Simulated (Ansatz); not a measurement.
**Al (slab): density, localisation and related maps**

```cif
data_structure
_symmetry_space_group_name_H-M 'P 1'
_symmetry_Int_Tables_number 1
_cell_length_a 2.8394
_cell_length_b 2.8394
_cell_length_c 27.0468
_cell_angle_alpha 90.000
_cell_angle_beta 90.000
_cell_angle_gamma 90.000
_cell_volume 218.06
loop_
_atom_site_label
_atom_site_type_symbol
_atom_site_fract_x
_atom_site_fract_y
_atom_site_fract_z
_atom_site_occupancy
Al1 Al 0.50000 0.50000 0.27626 1
Al2 Al 0.00000 0.00000 0.35202 1
Al3 Al 0.50000 0.50000 0.42581 1
Al4 Al 0.00000 0.00000 0.50000 1
Al5 Al 0.50000 0.50000 0.57419 1
Al6 Al 0.00000 0.00000 0.64798 1
Al7 Al 0.50000 0.50000 0.72374 1
```

Computed without spin polarisation.

The calculation used DFT PBEsol, scalar-relativistic, plane waves, PAW (Ansatz 0.2.0).

The density is the valence pseudo-density of a PAW calculation; it isn't the true density close to the nuclei.

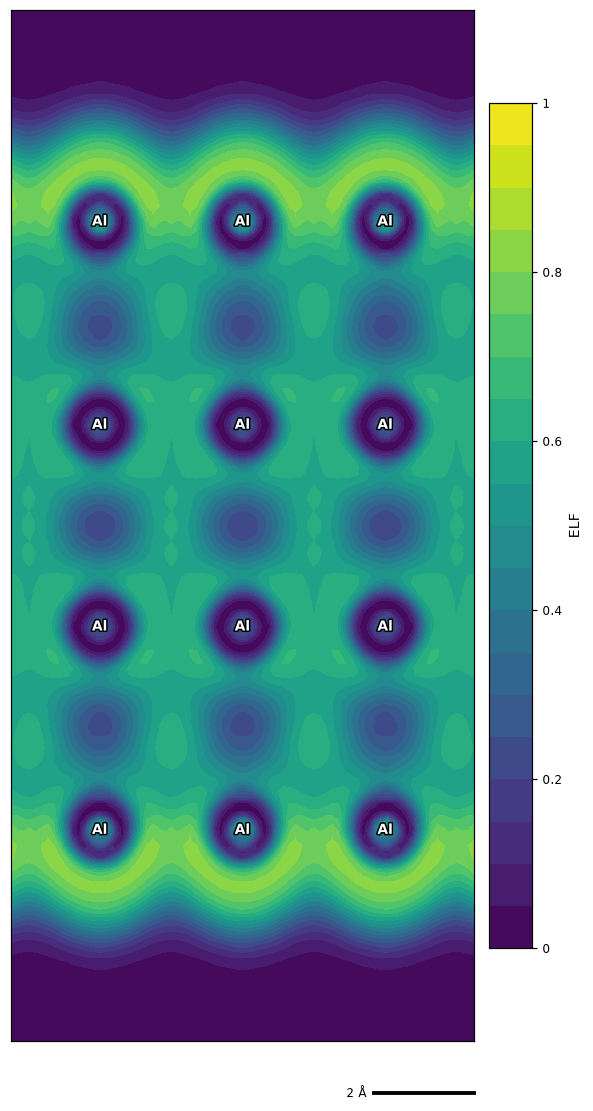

Figure 1. Electron localisation function on the (010) plane of the calculation cell, a cut from vacuum to vacuum.

Question: What do the fields say about this system?

Answer: The section cuts through Al sites. Al–Al (2.84 Å): the ELF peaks at about 0.80 between the atoms.

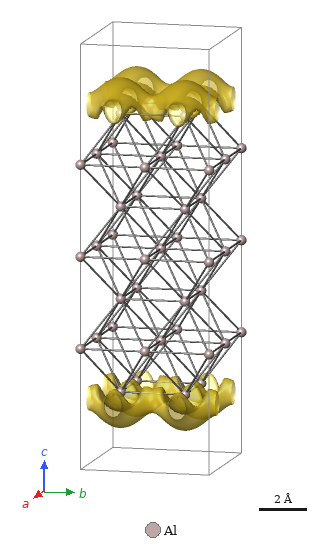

Figure 2. Isosurface of the electron localisation function at 0.7 (yellow), seen slightly off an axis. Only the valence region is drawn (cores and ρ < 0.01 e/Å³ removed). Sticks mark near contacts.

Question: Describe the localisation domains.

Answer: At this value the surface marks out sheets that run through the cell in two directions, counted in one cell of 7 atoms. Counts are for one cell; the picture repeats the cell along the surface. There are no localised bonds or lone pairs at this value. Profiles from the grid: Al–Al (2.83 Å): the ELF peaks at about 0.65 between the atoms.

Question: Does the calculation give a band gap?

Answer: It is gapless in this calculation (a metal or semimetal).
